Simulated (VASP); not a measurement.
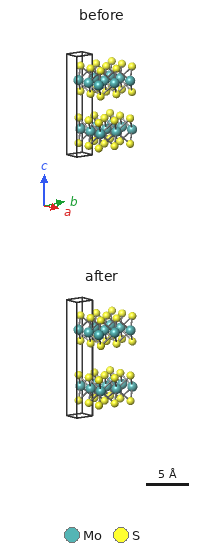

The structure of solid MoS2 (set up in P6_3/mmc) before (top) and after (bottom) a relaxation, at one scale.

A ball-and-stick model of the cell of the calculation, repeated 3 × 3 × 1 with one cell outlined, seen slightly off an axis.

The run lets cell and atoms move.

The calculation used Kohn-Sham DFT of a periodic cell, PBE, VASP PAW PBE potentials, recommended in VASP.

Input file:
```
SYSTEM = MoS2
ALGO = Normal
EDIFF = 1E-7
EDIFFG = -0.01
ENCUT = 600
GGA = PE
IBRION = 2
ISIF = 3
ISMEAR = 0
KPAR = 2
LASPH = .True.
LCHARG = .False.
LREAL = .False.
LWAVE = .False.
NELM = 60
NSW = 40
PREC = Accurate
SIGMA = 0.02
```

Launched with:
```bash
cat potpaw_PBE.64/Mo_sv/POTCAR potpaw_PBE.64/S/POTCAR > POTCAR
mpirun -np 2 vasp_std > vasp.out
```

Question: Describe what moved and what it gained.

Answer: The relaxation stopped without meeting its thresholds, so the last structure isn't shown to be converged. The largest moves relative to the cell, 0.24 Å, are those of S atoms. Mo stays in place. The drawn cell changes as follows: a = b 3.169 → 3.185 Å (+0.5 %), c 12.324 → 14.191 Å (+15.2 %); the volume changes by +16.3 %. Some distances before and after: Mo–S 2.408 → 2.412 Å. The space group stays P6_3/mmc (No. 194). The energy falls by 15.4 meV per atom in 39 geometry steps. Largest force component: 0.079 eV/Å at the start, 0.0069 eV/Å at the end. Pressure: 1.86 GPa at the start and 0.04 GPa at the end. The volume changes by over a tenth within one run on a fixed set of plane waves, so the end point should be relaxed again from the new cell.

Limits of the set-up: layers or molecules are held without a dispersion correction, so their spacing is unreliable.
